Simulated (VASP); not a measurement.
## Run report: GeSi$_{3}$, geometry relaxation (part 2 of 4)

The same run, continued: GeSi$_{3}$ (P1, 8 atoms in the cell); Kohn-Sham DFT of a periodic cell, PBE, VASP PAW PBE potentials, recommended, no spin polarisation (VASP 6.6.1); cutoff 520 eV, 4×4×4 k-mesh, Gaussian smearing of 0.15 eV. The structure was built on a prototype by a generator; it need not be a known phase.

Geometry of the input (Å; fractional positions):
```
3.9574  2.1784  3.2870
-3.9650  2.3636  3.1653
0.1566  -4.4621  3.1697
Si 0.6205  0.1012  0.6185
Si 0.3627  0.3644  0.8746
Si 0.8631  0.3732  0.3799
Si 0.3818  0.8873  0.3781
Si 0.1283  0.6143  0.6073
Si 0.6090  0.6286  0.1163
Ge 0.8513  0.8885  0.9000
Ge 0.1301  0.1630  0.1352
```

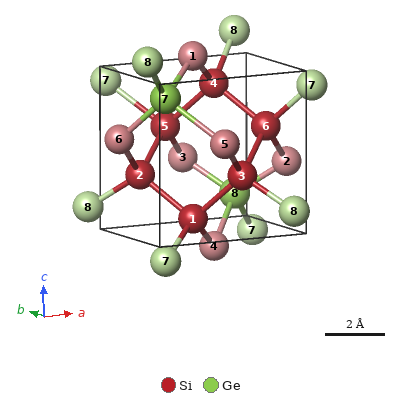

The starting structure (ball-and-stick view of the cell of the calculation, set on other vectors, seen slightly off an axis; neighbours outside the cell are drawn fainter; atoms are numbered from 1 in the order of the input). An atom can appear more than once, as a periodic image.

OSZICAR, continued
```
RMM:   2    -0.414557358806E+02   -0.37694E-03   -0.13545E-02  2814   0.100E+00    0.144E-01
RMM:   3    -0.414555915489E+02    0.14433E-03   -0.52561E-03  2830   0.676E-01    0.319E-02
RMM:   4    -0.414557333872E+02   -0.14184E-03   -0.21642E-03  3205   0.379E-01    0.287E-02
RMM:   5    -0.414557535775E+02   -0.20190E-04   -0.22823E-04  3012   0.112E-01    0.178E-02
RMM:   6    -0.414557554424E+02   -0.18649E-05   -0.31799E-05  1535   0.433E-02
  14 F= -.41455755E+02 E0= -.41455465E+02  d E =-.972113E-02
       N       E                     dE             d eps       ncg     rms          rms(c)
DAV:   1    -0.414584719934E+02   -0.27184E-02   -0.10497E+00  2903   0.659E+00    0.180E-01
RMM:   2    -0.414591383562E+02   -0.66636E-03   -0.12144E-02  2813   0.922E-01    0.101E-01
RMM:   3    -0.414593192692E+02   -0.18091E-03   -0.44802E-03  2961   0.569E-01    0.233E-02
RMM:   4    -0.414594170661E+02   -0.97797E-04   -0.13153E-03  3119   0.288E-01    0.230E-02
RMM:   5    -0.414594285426E+02   -0.11477E-04   -0.14545E-04  2331   0.928E-02    0.153E-02
RMM:   6    -0.414594292336E+02   -0.69099E-06   -0.18120E-05  1423   0.351E-02
  15 F= -.41459429E+02 E0= -.41459142E+02  d E =-.367379E-02
       N       E                     dE             d eps       ncg     rms          rms(c)
DAV:   1    -0.414597516932E+02   -0.32315E-03   -0.14559E+00  2952   0.778E+00    0.213E-01
RMM:   2    -0.414606919323E+02   -0.94024E-03   -0.17109E-02  2811   0.110E+00    0.118E-01
RMM:   3    -0.414609607813E+02   -0.26885E-03   -0.63199E-03  2974   0.673E-01    0.277E-02
RMM:   4    -0.414610924065E+02   -0.13163E-03   -0.17661E-03  3110   0.335E-01    0.272E-02
RMM:   5    -0.414611093431E+02   -0.16937E-04   -0.20872E-04  2756   0.110E-01    0.181E-02
RMM:   6    -0.414611107007E+02   -0.13576E-05   -0.25876E-05  1481   0.382E-02
  16 F= -.41461111E+02 E0= -.41460822E+02  d E =-.535526E-02
       N       E                     dE             d eps       ncg     rms          rms(c)
DAV:   1    -0.414626404279E+02   -0.15311E-02   -0.11858E-01  2756   0.218E+00    0.124E-01
RMM:   2    -0.414626030077E+02    0.37420E-04   -0.26071E-03  2816   0.468E-01    0.726E-02
RMM:   3    -0.414625046247E+02    0.98383E-04   -0.88857E-04  2840   0.246E-01    0.128E-02
RMM:   4    -0.414625297277E+02   -0.25103E-04   -0.29645E-04  3221   0.135E-01    0.119E-02
RMM:   5    -0.414625318766E+02   -0.21489E-05   -0.27703E-05  1473   0.399E-02
  17 F= -.41462532E+02 E0= -.41462242E+02  d E =-.142118E-02
       N       E                     dE             d eps       ncg     rms          rms(c)
DAV:   1    -0.414628844915E+02   -0.35476E-03   -0.31432E-02  2928   0.112E+00    0.648E-02
RMM:   2    -0.414628680269E+02    0.16465E-04   -0.67177E-04  2815   0.237E-01    0.374E-02
RMM:   3    -0.414628418106E+02    0.26216E-04   -0.24157E-04  2846   0.125E-01    0.672E-03
RMM:   4    -0.414628476691E+02   -0.58586E-05   -0.71066E-05  2065   0.679E-02
  18 F= -.41462848E+02 E0= -.41462556E+02  d E =-.173697E-02
```

Parts of OUTCAR
```
EDIFF = 1E-5
   EDIFFG = -0.03
   ENCUT = 520
   GGA = PE
   IBRION = 2
   ISIF = 3
   ISMEAR = 0
   ISYM = 0
   LASPH = T
   LREAL = Auto
   NELM = 80
   NSW = 110
   PREC = Normal

 ion  position               nearest neighbor table
   1  0.620  0.101  0.619-   4 2.23   7 2.40   3 2.42   2 2.43
   2  0.363  0.364  0.875-   8 2.22   6 2.41   1 2.43   5 2.48
   3  0.863  0.373  0.380-   8 2.27   5 2.36   1 2.42   6 2.55
   4  0.382  0.887  0.378-   1 2.23   6 2.34   5 2.43   8 2.54
   5  0.128  0.614  0.607-   3 2.36   4 2.43   2 2.48   7 2.63
   6  0.609  0.629  0.116-   7 2.31   4 2.34   2 2.41   3 2.55
   7  0.851  0.888  0.900-   6 2.31   1 2.40   8 2.54   5 2.63
   8  0.130  0.163  0.135-   2 2.22   3 2.27   7 2.54   4 2.54

IMPORTANT INFORMATION: All symmetrisations will be switched off!
NOSYMM: (Re-)initialisation of all symmetry stuff for point group C_1.

----------------------------------------------------------------------------------------

                                     Primitive cell

  volume of cell :     170.9382

  direct lattice vectors                    reciprocal lattice vectors
     3.957377370  2.178383550  3.286994370     0.126454416  0.076421804  0.101337611
    -3.965022040  2.363579890  3.165315460    -0.126196644  0.070370375  0.105298043
     0.156562420 -4.462148000  3.169675980    -0.005111805 -0.149523951  0.105248083

  length of vectors
     5.586637855  5.597064555  5.475593336     0.179165629  0.178788312  0.182922665

  position of ions in fractional coordinates (direct lattice)
     0.620494330  0.101249040  0.618535430
     0.362676920  0.364416790  0.874577530
     0.863065260  0.373247060  0.379917680
     0.381811080  0.887343310  0.378148270
     0.128254750  0.614323340  0.607329970
     0.609018700  0.628578670  0.116313800
     0.851299410  0.888480920  0.900034610
     0.130074380  0.163032460  0.135160520

  ion indices of the primitive-cell ions
   primitive index   ion index
                 1           1
                 2           2
                 3           3
                 4           4
                 5           5
                 6           6
                 7           7
                 8           8

----------------------------------------------------------------------------------------

 KPOINTS: k-points

Automatic generation of k-mesh.
 Grid dimensions read from file:
 generate k-points for:    4    4    4

 Generating k-lattice:

  Cartesian coordinates                     Fractional coordinates (reciprocal lattice)
     0.031613604  0.019105451  0.025334403     0.250000000  0.000000000 -0.000000000
    -0.031549161  0.017592594  0.026324511     0.000000000  0.250000000 -0.000000000
    -0.001277951 -0.037380988  0.026312021     0.000000000 -0.000000000  0.250000000

  Length of vectors
     0.044791407  0.044697078  0.045730666

  Shift w.r.t. Gamma in fractional coordinates (k-lattice)
     0.000000000  0.000000000  0.000000000

 Subroutine IBZKPT returns following result:
 ===========================================

 Found     36 irreducible k-points:

 Following reciprocal coordinates:
            Coordinates               Weight
  0.000000  0.000000  0.000000      1.000000
  0.250000  0.000000  0.000000      2.000000
  0.500000  0.000000  0.000000      1.000000
  0.000000  0.250000 -0.000000      2.000000
  0.250000  0.250000 -0.000000      2.000000
  0.500000  0.250000 -0.000000      2.000000
 -0.250000  0.250000 -0.000000      2.000000
  0.000000  0.500000 -0.000000      1.000000
  0.250000  0.500000 -0.000000      2.000000
  0.500000  0.500000 -0.000000      1.000000
 -0.000000  0.000000  0.250000      2.000000
  0.250000 -0.000000  0.250000      2.000000
  0.500000 -0.000000  0.250000      2.000000
 -0.250000 -0.000000  0.250000      2.000000
  0.000000  0.250000  0.250000      2.000000
  0.250000  0.250000  0.250000      2.000000
  0.500000  0.250000  0.250000      2.000000
 -0.250000  0.250000  0.250000      2.000000
 -0.000000  0.500000  0.250000      2.000000
  0.250000  0.500000  0.250000      2.000000
  0.500000  0.500000  0.250000      2.000000
 -0.250000  0.500000  0.250000      2.000000
  0.000000 -0.250000  0.250000      2.000000
  0.250000 -0.250000  0.250000      2.000000
 [... further k-points ...]
   k-points           NKPTS =     36   k-points in BZ     NKDIM =     36   number of bands    NBANDS=     31
   number of dos      NEDOS =    301   number of ions     NIONS =      8
   total plane-waves  NPLWV =  32768
   dimension x,y,z NGX =    32 NGY =   32 NGZ =   32
   dimension x,y,z NGXF=    64 NGYF=   64 NGZF=   64
   ions per type =               6   2
   NGX,Y,Z   is equivalent  to a cutoff of   9.52,  9.50,  9.72 a.u.
   NGXF,Y,Z  is equivalent  to a cutoff of  19.04, 19.01, 19.43 a.u.
 SYSTEM =  unknown system
   PREC   = normal    normal or accurate (medium, high low for compatibility)
   ISTART =      0    job   : 0-new  1-cont  2-samecut
   ICHARG =      2    charge: 1-file 2-atom 10-const
   ISPIN  =      1    spin polarized calculation?
   LNONCOLLINEAR =      F non collinear calculations
   LSORBIT =      F    spin-orbit coupling
   LASPH  =      T    aspherical Exc in radial PAW
   ENCUT  =  520.0 eV  38.22 Ry    6.18 a.u.  10.39 10.41 10.18*2*pi/ulx,y,z
   NELM   =     80;   NELMIN=  2; NELMDL= -5     # of ELM steps
   EDIFF  = 0.1E-04   stopping-criterion for ELM
   LREAL  =      T    real-space projection
   EDIFFG = -.3E-01   stopping-criterion for IOM
   NSW    =    110    number of steps for IOM
   IBRION =      2    ionic relax: 0-MD 1-quasi-New 2-CG
   NFREE  =      1    steps in history (QN), initial steepest desc. (CG)
   ISIF   =      3    stress and relaxation
   ISYM   =      0    0-nonsym 1-usesym 2-fastsym
   POTIM  = 0.5000    time-step for ionic-motion
   TEBEG  =    0.0;   TEEND  =   0.0 temperature during run
   PSTRESS=    0.0 pullay stress
   NELECT =      52.0000    total number of electrons
   NUPDOWN=      -1.0000    fix difference up-down
   EMIN   =  10.00;   EMAX   =-10.00  energy-range for DOS
   EFERMI =   0.00;   METHOD = LEGACY
   ISMEAR =     0;   SIGMA  =   0.15  broadening in eV -4-tet -1-fermi 0-gaus
   EFERMI_NEDOS =   21; number of points for ismear=-14 and -15
   IALGO  =     68    algorithm
   IMIX   =      4    mixing-type and parameters
     AMIX     =   0.40;   BMIX     =  1.00
     AMIX_MAG =   1.60;   BMIX_MAG =  1.00
  volume/ion in A,a.u.               =      21.37       144.19
  Fermi-wavevector in a.u.,A,eV,Ry     =   1.101023  2.080631 16.493674  1.212251
  Thomas-Fermi vector in A             =   2.237443
   LORBIT       =      0    0 simple, 1 ext, 2 COOP (PROOUT), +10 PAW based schemes
   GGA     = PE    functional components
   LHFCALC =     F    Hartree Fock is set to
   AEXX    =    0.0000 exact exchange contribution
   IVDW    =     0    specifies the selected vdW correction
   LEPSILON=     F    determine dielectric tensor
   LRPA    =     F    only Hartree local field effects (RPA)
 conjugate gradient relaxation of ions
 non-spin polarized calculation
 RMM-DIIS sequential band-by-band and
 Gauss-broadening in eV      SIGMA  =   0.15
  energy-cutoff  :      520.00
  volume of cell :      170.94
 maximum number of plane-waves:      4620
   NGX = 21   NGY = 21   NGZ = 21

--------------------------------------- Ionic step        1  -------------------------------------------

 number of electron      51.9999971 magnetization

 Free energy of the ion-electron system (eV)
  ---------------------------------------------------
  ext. energy  EPLUGINS =         0.00000000
  ---------------------------------------------------
  free energy    TOTEN  =       -40.44942991 eV

  energy without entropy =      -40.44723201  energy(sigma->0) =      -40.44833096

------------------------ aborting loop because EDIFF is reached ----------------------------------------

  FORCE on cell =-STRESS in cart. coord.  units (eV):
  Direction    XX          YY          ZZ          XY          YZ          ZX
  --------------------------------------------------------------------------------------
  -------------------------------------------------------------------------------------
  Total       -3.0145509      3.9535207      1.0185393      4.1177899      0.6624682     -2.0400604
  in kB      -28.2549221     37.0557415      9.5466124     38.5954112      6.2092129    -19.1211722
  external PRESSURE =       6.1158106 kB  Pullay stress =       0.0000000 kB

 VOLUME and BASIS-vectors are now :
 -----------------------------------------------------------------------------
  energy-cutoff  :      520.00
  volume of cell :      170.94
      direct lattice vectors                 reciprocal lattice vectors
     3.957377370  2.178383550  3.286994370     0.126454416  0.076421804  0.101337611
    -3.965022040  2.363579890  3.165315460    -0.126196644  0.070370375  0.105298043
     0.156562420 -4.462148000  3.169675980    -0.005111805 -0.149523951  0.105248083

 POSITION                                       TOTAL-FORCE (eV/Angst)
 -----------------------------------------------------------------------------------
      2.15091     -1.16901      4.32060        -0.666936      0.019988      1.846310
      0.12725     -2.25112      5.11774        -0.173872      2.726570      0.525586
      1.99502      1.06704      5.22255        -1.664101     -0.353572      0.228494
     -1.94816      1.24168      5.26234        -0.373479     -0.357555     -1.966611
     -1.83317     -0.97861      4.29114        -0.765275     -0.820353      0.911075
     -0.06400      2.29336      4.36017         0.770053     -1.174581     -0.242285
     -0.01302     -0.06164      8.46336         1.428697      1.604772      0.052545
     -0.11051      0.06559      1.37202         1.444912     -1.645270     -1.355113
 -----------------------------------------------------------------------------------
    total drift:                               -0.016078     -0.033150     -0.014712

  FREE ENERGIE OF THE ION-ELECTRON SYSTEM (eV)
  ---------------------------------------------------
  free  energy   TOTEN  =       -40.4494299094 eV

  energy  without entropy=      -40.4472320071  energy(sigma->0) =      -40.44833096

--------------------------------------- Ionic step        2  -------------------------------------------

 number of electron      52.0000027 magnetization

------------------------ aborting loop because EDIFF is reached ----------------------------------------

  FORCE on cell =-STRESS in cart. coord.  units (eV):
  Direction    XX          YY          ZZ          XY          YZ          ZX
  --------------------------------------------------------------------------------------
  -------------------------------------------------------------------------------------
  Total        1.6922376     -3.7818370     -2.4555299     -1.5308729     -2.3219367      0.6658092
  in kB       15.6945679    -35.0744477    -22.7736824    -14.1980004    -21.5346797      6.1750119
  external PRESSURE =     -14.0511874 kB  Pullay stress =       0.0000000 kB

 VOLUME and BASIS-vectors are now :
 -----------------------------------------------------------------------------
  energy-cutoff  :      520.00
  volume of cell :      172.75
      direct lattice vectors                 reciprocal lattice vectors
     3.899092679  2.341717875  3.267201334     0.128274828  0.071133142  0.102004980
    -3.873191824  2.334117228  3.242978163    -0.129052550  0.071460615  0.102793559
     0.003919760 -4.551980005  3.169392634    -0.000184606 -0.146448094  0.105184799

 POSITION                                       TOTAL-FORCE (eV/Angst)
 -----------------------------------------------------------------------------------
      1.99697     -1.12567      4.40603        -0.782416      0.604113     -0.425646
      0.00080     -2.14661      5.16475         0.180909     -0.697328      0.170990
      1.84162      1.14347      5.24636         0.364069     -0.094944      0.250558
     -1.96360      1.22545      5.22828         0.627230     -0.695685      0.195144
     -1.91471     -1.07158      4.38066        -0.970425      0.104744      0.086092
     -0.02432      2.30673      4.38445        -0.202260      0.425997      0.180310
     -0.04887      0.05137      8.51727         1.280232     -0.292393     -0.176584
     -0.05648     -0.00991      1.31512        -0.497339      0.645495     -0.280864
 -----------------------------------------------------------------------------------
    total drift:                               -0.008762      0.006724     -0.005484

  FREE ENERGIE OF THE ION-ELECTRON SYSTEM (eV)
  ---------------------------------------------------
  free  energy   TOTEN  =       -41.2132962484 eV

  energy  without entropy=      -41.2107721378  energy(sigma->0) =      -41.21203419
```
